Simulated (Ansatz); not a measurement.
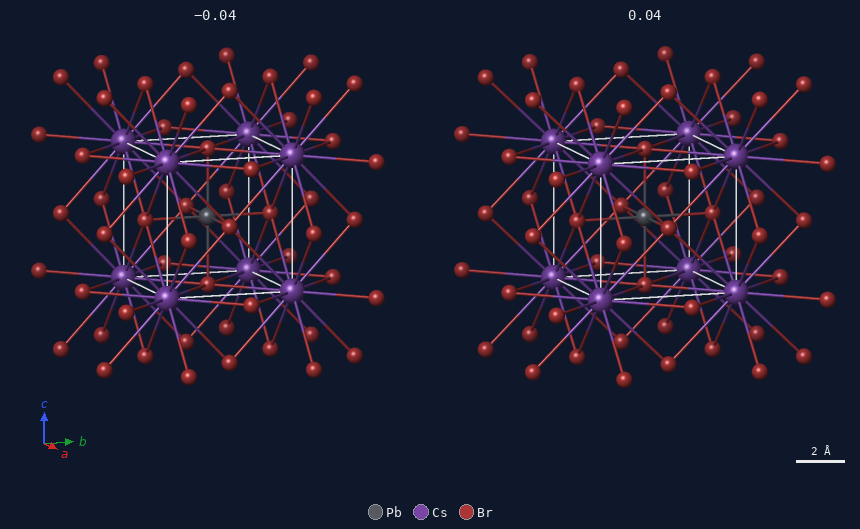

Crystalline CsPbBr₃ (set up in P4/mmm), held at several strains, with the atoms relaxed (per unit of the tabulated number the cell is strained by 1.0 along b, 1.0 along a). The picture shows the first and the last member. A ball-and-stick model of the cell of the calculation, seen slightly off an axis.

Computed with Ansatz 0.2.0: PBEsol, Ansatz PAW. Set-up: plane-wave cutoff 420 eV; k-point mesh 4 × 4 × 4; occupations fermi-dirac; smearing width 0.05 eV; no spin polarisation; atoms relaxed in a fixed cell; force threshold 0.01 eV/Å.

| strain | energy (meV/atom) |
| --- | --- |
| −0.04 | 31.01 |
| −0.02 | 7.86 |
| −0.01 | 2.23 |
| 0 | 0.00 |
| 0.01 | ? |
| 0.02 | 4.28 |
| 0.04 | 18.12 |

One row is withheld. What does the calculation give there?

A parabola through three neighbouring rows (−0.01, 0, 0.02) gives, with Lagrange weights, (−0.3333)(2.23) + (1.0000)(0.00) + (0.3333)(4.28) = 0.68 meV/atom. The calculation gives 0.79 meV/atom. The estimate is 0.11 meV/atom too low. From the first member to the last: Br–Cs 3.985 → 4.317 Å, Br–Pb 2.818 → 3.052 Å, Br–Cs 4.069 → 4.235 Å.

The whole series:

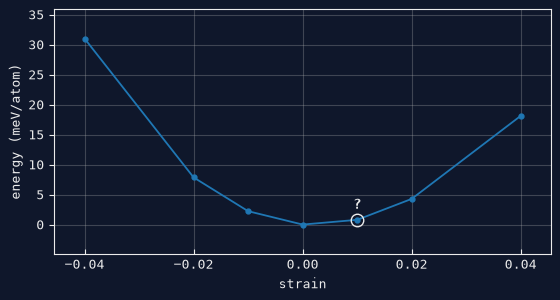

Each member starts from this one structure; whether another phase lies lower wasn't checked.
